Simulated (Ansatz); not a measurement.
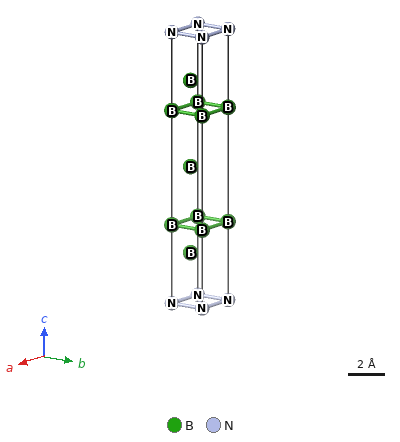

Fig. 1: The structure (ball-and-stick view of the cell of the calculation, seen at an oblique angle). An atom can appear more than once, as a periodic image.

Run report: B₅N, band-structure calculation

System: B₅N (P-6m2, 6 atoms in the cell).
Method: DFT PBE, scalar-relativistic, plane waves, PAW, no spin polarisation (Ansatz 0.2.0).

The structure was made by a generator, so it may or may not be a known phase.

The program's output:
```
scf.n_extra_bands = 15 over 10 filled bands (N_el = 20.0): the run solves 25 bands
Engine: ansatz 0.2.0, aarch64-unknown-linux-gnu
Pseudopotentials: kind: paw
Pseudopotential: B, paw, valence charge 3, recommended cutoff 420 eV (normal), B.paw.azcp
Pseudopotential: N, paw, valence charge 5, recommended cutoff 420 eV (normal), N.paw.azcp
Functional definition: PBE
  parameter kappa = 0.804
  parameter beta = 0.06672455060314922
  exchange = pbe_x(kappa = kappa, mu = beta*pi^2/3)
  correlation = pbe_c(beta = beta)
Crystal: 6 atoms, lattice volume = 49.488 Å³
Basis set: ecut = 420 eV, 939 PW (Γ), exchange–correlation on 30×30×240 points (8 copies of the dense FFT grid, shifted against one another)
Bands: 25, of which v1, the nominal top of the filled ones, is band 10 counted from 1 (9 counted from 0)
Symmetry: 12 space group operations
Space group: P-6m2 (ITA 187), of the structure as read, at distance tolerance 3.7e-5 Å
k-points: 183 of 2304 (time reversal used)
Non-local potential: B, projectors of the file, l = 0: 2, l = 1: 2, l = 2: 1
Non-local potential: N, projectors of the file, l = 0: 2, l = 1: 2, l = 2: 1
PAW form: soft (Blöchl's): semilocal exchange-correlation on the pseudo side does not see the compensation charge
PAW one-centre angular grid: B, 110 points (default); XC on 64 Gauss nodes
PAW one-centre angular grid: N, 110 points (default); XC on 64 Gauss nodes
Initial density: superposition of atomic densities (neutral atoms: chi_scale 0, normalization atom), corrected by the library's trained network
Initial wavefunctions: pseudopotential atomic-orbital guess
Functional: x = pbe(κ = 0.804, μ = 0.2195149727645171), c = pbe(β = 0.06672455060314922)
SCF iter   1: F=—  HF=-1153.959310 eV  |F-HF|=—  |Δ(HF+E_count)|=         —  Δρ=2.41e-2  dr2=1.95e0  ethr=1.77e-3  ⟨swp⟩=6.1  Hψ=23252  notcnv=0  defer=503
preconditioner: auto → Kerker (q_TF=auto, 2.346 Å⁻¹)  [metal: Δε(μ)=0.002 eV  Ē_g=15.933 eV  σ=0.100 eV  W_gap=0.01  n_scr=12 (ndim 8)  ℏωp=23.6 eV  f_vac=0.000  D(μ)=2.10/eV (n_scr^D=14)]
SCF iter   2: F=—  HF=-1153.886886 eV  |F-HF|=—  |Δ(HF+E_count)|=   7.24e-2  Δρ=9.56e-3  dr2=3.60e-1  ethr=1.77e-3  ⟨swp⟩=1.0  Hψ=6043  notcnv=0  defer=580
SCF iter   3: F=—  HF=-1153.873212 eV  |F-HF|=—  |Δ(HF+E_count)|=   1.37e-2  Δρ=3.42e-3  dr2=5.50e-3  ethr=1.77e-3  ⟨swp⟩=1.0  Hψ=3201  notcnv=0  defer=580
SCF iter   4: F=—  HF=-1153.873052 eV  |F-HF|=—  |Δ(HF+E_count)|=   1.61e-4  Δρ=1.69e-3  dr2=8.42e-3  ethr=2.75e-5  ⟨swp⟩=2.1  Hψ=5744  notcnv=0  defer=997
SCF iter   5: F=—  HF=-1153.872871 eV  |F-HF|=—  |Δ(HF+E_count)|=   1.80e-4  Δρ=3.59e-4  dr2=1.01e-3  ethr=2.75e-5  ⟨swp⟩=1.0  Hψ=3202  notcnv=0  defer=997
SCF iter   6: F=—  HF=-1153.872857 eV  |F-HF|=—  |Δ(HF+E_count)|=   1.44e-5  Δρ=8.06e-5  dr2=1.44e-5  ethr=5.05e-6  ⟨swp⟩=1.0  Hψ=3202  notcnv=0  defer=997
SCF iter   7: F=—  HF=-1153.872870 eV  |F-HF|=—  |Δ(HF+E_count)|=   1.27e-5  Δρ=3.96e-5  dr2=2.64e-6  ethr=7.21e-8  ⟨swp⟩=1.8  Hψ=3940  notcnv=0  defer=999
SCF iter   8: F=—  HF=-1153.872869 eV  |F-HF|=—  |Δ(HF+E_count)|=   2.38e-7  Δρ=8.08e-6  dr2=1.06e-7  ethr=1.32e-8  ⟨swp⟩=1.4  Hψ=3610  notcnv=0  defer=1004
SCF iter   9: F=-1153.872869 eV  HF=-1153.872869 eV  |F-HF|=1.75e-8  |Δ(HF+E_count)|=   1.26e-9  Δρ=3.06e-6  dr2=2.22e-8  ethr=5.00e-10  ⟨swp⟩=13.5  Hψ=29180  notcnv=0
SCF 1 converged in 9 iterations: F = -1153.872869 eV  dr2 = 2.22e-8
  greatest PAW one-centre occupation: 0.869 electrons in one spin orbital (limit 2), on the N atom at site 5 (counted from 0), in its partial waves of l = 0
```

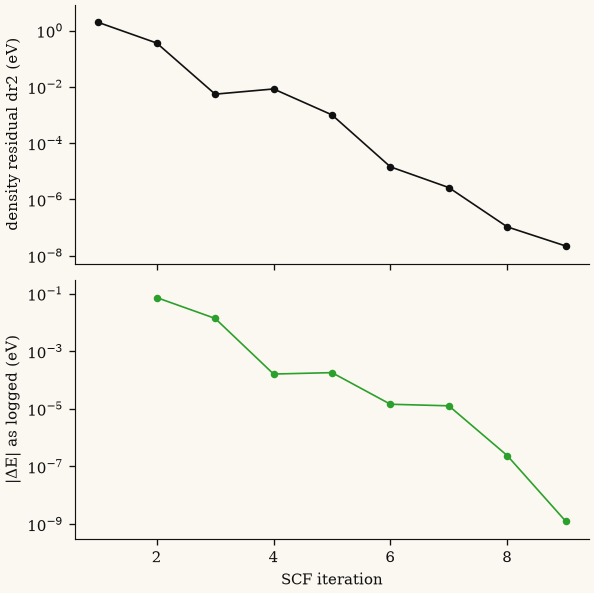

Fig. 2: Convergence of the self-consistent field: density residual dr2 and size of the energy change against the SCF iteration. The residual falls almost steadily, with no more than small rises.

```
NSCF: frozen V_eff on 129 k-points
NSCF: frozen V_eff on 255 k-points
SCF converged after 9 iterations
Free energy (F): -1153.872869 eV
Harris-Foulkes:  -1153.872869 eV  (|F-HF|=1.75e-8)
Internal energy: -1153.863091 eV  (E = F + TS)
E sigma→0 (E₀):  -1153.867980 eV
Entropy (-TS):   -0.009778 eV (-1.630 meV/atom)
Fermi energy:    8.707114 eV
--- Per-component energies (eV) ---
  E_band       = 15.591889
  E_kinetic    = 366.545298
  E_local      = -932.410794  (includes V_loc(G=0)·N_el)
  E_nonlocal   = 103.338199
  E_hartree    = 385.931984
  E_xc         = -218.442683
  E_vxc        = -264.115430  (∫ρ·V_xc dr)
  E_paw        = -517.640353  (= ΣΔE_a)
  E_vpaw       = -29.634118  (= ΣTr[D̂ρ^β])
  E_aug_tail   = 0.000056  (compensation charges beyond the density's cutoff)
  E_ewald      = -341.184798
  E_smearing   = -0.009778  (= −TS)
  E_closure    = -0.000000  (closes the sum)
  Σ components = -1153.872869   (vs F -1153.872869, Δ=0.00e0)
--- Forces (eV/Å), atoms counted from 1 ---
  atom   1  B      0.00000000     0.00000000     0.00000204
  atom   2  B     -0.00000000     0.00000000    -0.00000689
  atom   3  B      0.00000000     0.00000000     0.00000000
  atom   4  B     -0.00000000     0.00000000     0.00000689
  atom   5  B      0.00000000     0.00000000    -0.00000204
  atom   6  N     -0.00000000     0.00000000     0.00000000
  max |Σ_I F_I| component: 1.85e-16 eV/Å
--- Stress (GPa, compression-positive) ---
        0.005391       0.000000       0.000000
        0.000000       0.005391      -0.000000
        0.000000      -0.000000       0.019018
  P = ⅓ Tr σ = 0.0099 GPa (0.099 kbar)
--- Band table (eV; the first three rows and the last of 183) ---
  k-point 0: bands = ["-12.5654", "-9.7415", "-9.7374", "-6.5208", "-4.6419", "-4.5798", "0.1898", "0.7032", "2.1480", "2.8703", "9.1015", "10.0045", "14.2150", "17.0387", "17.0387", "17.6287", "18.1556", "21.5424", "27.1769", "28.2373", "28.2373", "28.2374", "28.2374", "28.8349", "28.8349"]
  k-point 1: bands = ["-12.5654", "-9.7417", "-9.7372", "-6.5209", "-4.6333", "-4.5886", "0.2333", "0.6286", "2.2486", "2.7963", "9.2187", "9.8551", "14.3822", "16.9546", "17.0387", "17.0387", "18.8973", "21.2868", "27.3302", "28.2373", "28.2373", "28.2375", "28.2375", "28.8349", "28.8349"]
  k-point 2: bands = ["-12.5653", "-9.7419", "-9.7369", "-6.5209", "-4.6171", "-4.6051", "0.2979", "0.5354", "2.3849", "2.6837", "9.4774", "9.5657", "14.5807", "16.5340", "17.0395", "17.0395", "19.4389", "20.9469", "27.4898", "28.2375", "28.2375", "28.2376", "28.2376", "28.8351", "28.8351"]
  k-point 182: bands = ["0.4906", "3.1713", "3.1713", "4.0897", "4.0927", "4.8043", "4.8045", "4.8243", "4.8295", "5.9876", "5.9884", "7.4213", "7.4221", "10.1123", "14.6426", "14.7853", "14.8014", "14.8227", "14.8908", "15.8482", "15.9119", "15.9358", "15.9906", "16.1137", "23.5044"]
--- Löwdin populations: 6 sites ---
  site symbol       q [e]
     0      B      2.9308
     1      B      2.9618
     2      B      2.9859
     3      B      2.9618
     4      B      2.9308
     5      N      5.0437
  spilling = 0.009268 (of n_electrons = 20.000000)
--- Bader charges: 6 sites ---
  site symbol  charge [e]  shift [e]
     0      B      0.0447     0.0000
     1      B      0.0067     0.0000
     2      B     -0.0198     0.0000
     3      B      0.0067     0.0000
     4      B      0.0447     0.0000
     5      N     -0.0829     0.0000
  estimated error of the sums over rays = 1.4e-4 e
```

File bader_charges.tsv:
```
# site	symbol	x_ang	y_ang	z_ang	partial_charge_e	electrons	volume_ang3	relative_density_drop	shared_charge_e	partial_wave_shift_e
# quadrature_error_electrons = 1.4e-4
0	B	0.9211	0.5318	13.7717	0.04465	4.95535	7.18	-	0.04465	0.00002
1	B	0.0000	0.0000	11.9711	0.00670	4.99330	7.75	-	0.00670	0.00002
2	B	0.9211	0.5318	8.4200	-0.01981	5.01981	10.69	-	-0.01981	0.00000
3	B	0.0000	0.0000	4.8688	0.00669	4.99331	7.75	-	0.00669	0.00002
4	B	0.9211	0.5318	3.0682	0.04465	4.95535	7.18	-	0.04465	0.00002
5	N	0.0000	0.0000	0.0000	-0.08288	7.08288	8.95	-	-0.08288	0.00000
```

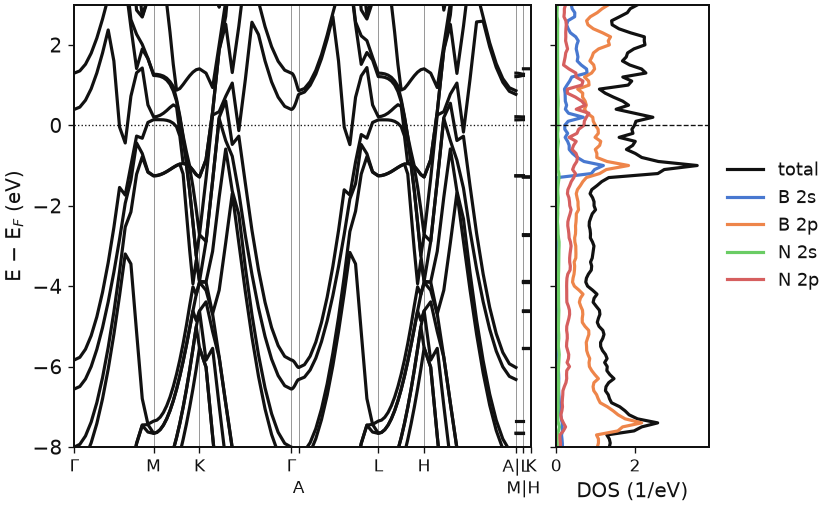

Fig. 3: Band structure along Γ–M–K–Γ–A–L–H–A|L–M|H–K and density of states (projected on Löwdin-orthogonalised atomic shells), with energies from the Fermi level. Bands cross the Fermi level: a metal at this level of theory.

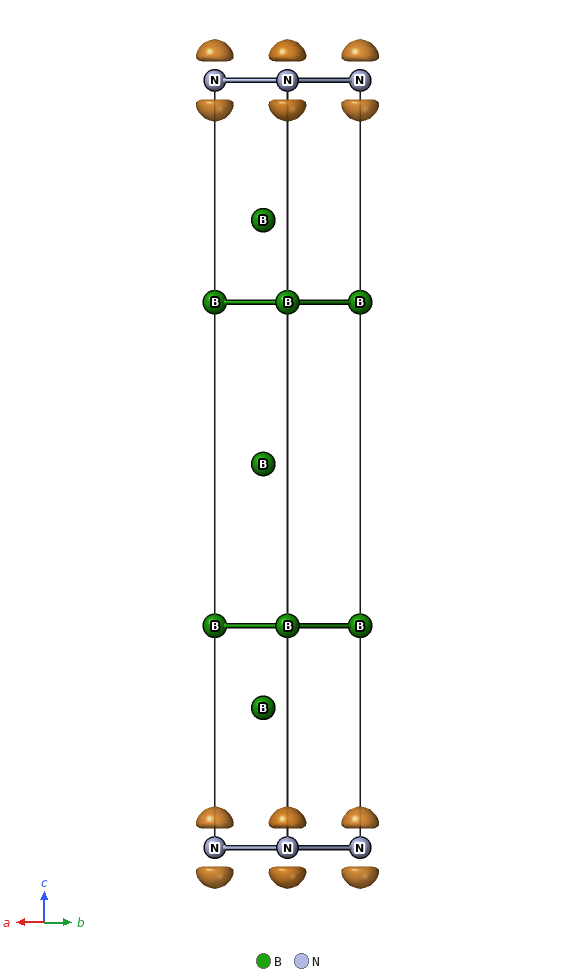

Fig. 4: Isosurface of the electron localisation function at 0.85 (orange), seen along [110]. Core shells and regions of very low density are left out. Sticks mark near contacts. The outline is the cell set on symmetry axes. Values along the shortest contacts: B–B (1.84 Å): the ELF peaks at about 0.75 between the atoms (a shared electron pair). Core electrons are frozen (PAW), so the fields are smoothed inside the atomic spheres.

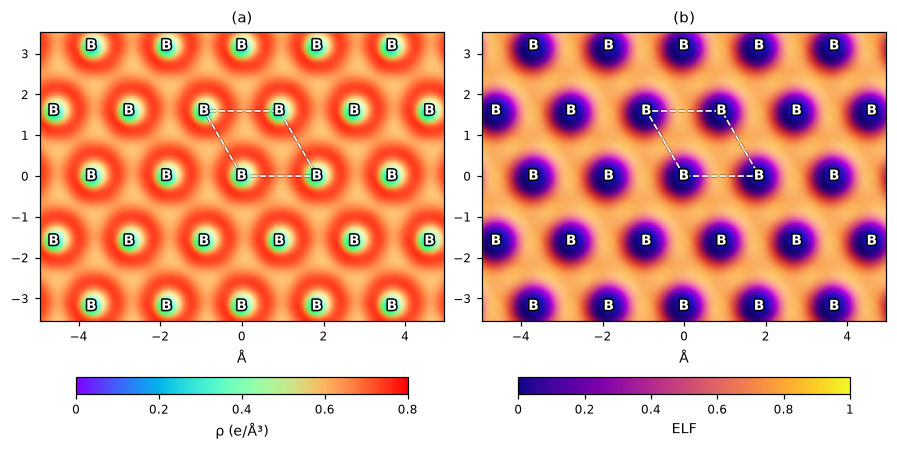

Fig. 5: (a) valence electron density; (b) ELF on the (001) plane of the conventional cell. B–B (1.84 Å): the density is about 0.67 e/Å³ at the midpoint; the ELF peaks at about 0.75 between the atoms (a shared electron pair). Away from the nuclei the density in this plane falls to 0.63 e/Å³ at its lowest.

This output came from the following input.

The input:
```yaml
crystal:
  lattice:
    - [1.8421112207, 0.0, 0.0]
    - [-0.9210556104, 1.5953151137, 0.0]
    - [0.0, 0.0, 16.8399342124]
  atoms:
    - { symbol: B, position: [0.6666666667, 0.3333333333, 0.8178010997] }
    - { symbol: B, position: [0.0, 0.0, 0.710875605] }
    - { symbol: B, position: [0.6666666667, 0.3333333333, 0.5] }
    - { symbol: B, position: [0.0, 0.0, 0.289124395] }
    - { symbol: B, position: [0.6666666667, 0.3333333333, 0.1821989003] }
    - { symbol: "N", position: [0.0, 0.0, 0.0] }
basis:
  ecutwfc: 420
kpoints:
  mp_grid: { grid: [24, 24, 4] }
  band_path:
    path:
      - [[0.0, 0.0, 0.0], [0.5, 0.0, 0.0], [0.33333333, 0.33333333, 0.0], [0.0, 0.0, 0.0], [0.0, 0.0, 0.5], [0.5, 0.0, 0.5], [0.33333333, 0.33333333, 0.5], [0.0, 0.0, 0.5]]
      - [[0.5, 0.0, 0.5], [0.5, 0.0, 0.0]]
      - [[0.33333333, 0.33333333, 0.5], [0.33333333, 0.33333333, 0.0]]
    npoints: 14
hamiltonian:
  xc: pbe
scf:
  occupations: { method: gaussian, width: 0.1 }
  n_extra_bands: 15
output:
  forces: true
  stress: true
  eigenvalues: true
  populations: true
  dos: { projected: true, de: 0.02, nscf_kmesh: { grid: [29, 29, 5] } }
  bader: true
  write_density: true
  write_potential: true
  elf: true
  volumetric_format: npy
```

Launched with:
```bash
ansatz run input.yaml --threads 1 --pin off --max-ram 2560MiB --backend cpu --events-out ev --progress --plain --runs-dir out
```

Summary:

| quantity | value |
| --- | --- |
| outcome | converged |
| space group (tolerance 0.01 Å) | P-6m2 (187) |
| electrons treated | 20 |
| free energy | −1153.8729 eV |
| Fermi energy | 8.707 eV |
| gap on the k-point mesh | none (metallic) |
| pressure | 0.01 GPa |
| largest force (length of the vector) | under 0.001 eV/Å |
| hardware | 1 thread of Arm Neoverse V1, 24 GiB of memory available, shared host |
| wall time | 86 s |
| peak memory | 0.48 GiB |
